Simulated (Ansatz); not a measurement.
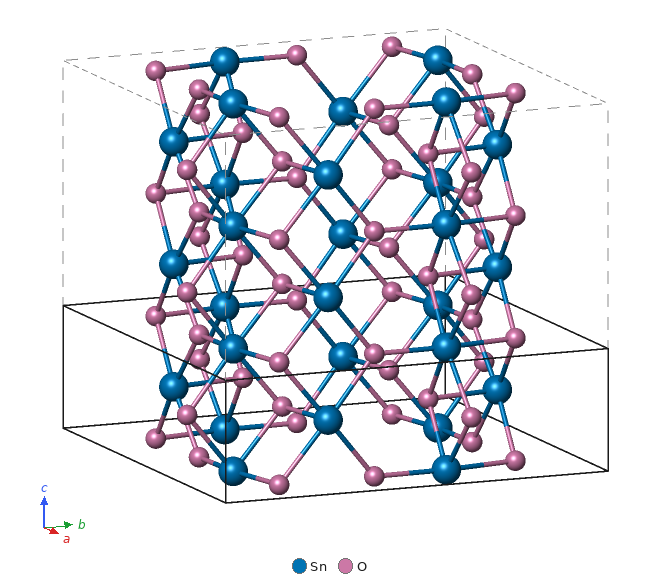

This ball-and-stick model is shown slightly off an axis. The solid frame is a single conventional unit cell within a 1×1×3 block. Cell: a = 10.747 Å, b = 10.747 Å, c = 3.232 Å, α = 90.00°, β = 90.00°, γ = 90.00°.

The structure is one of SnO₂. The structure has I4/m (No. 87) symmetry and a body-centred tetragonal lattice. The cell comprises 8 formula units: 8 Sn, 16 O. About every Sn there are six O in a distorted octahedral arrangement at about 2.1 Å. Each O atom is coordinated by three Sn at about 2.1 Å. The bonds build a three-dimensional framework.

The model was built from a structure listed in the Materials Project. Earlier steps of the study may have refined or changed the cell and positions. It was the input of a calculation with Ansatz.
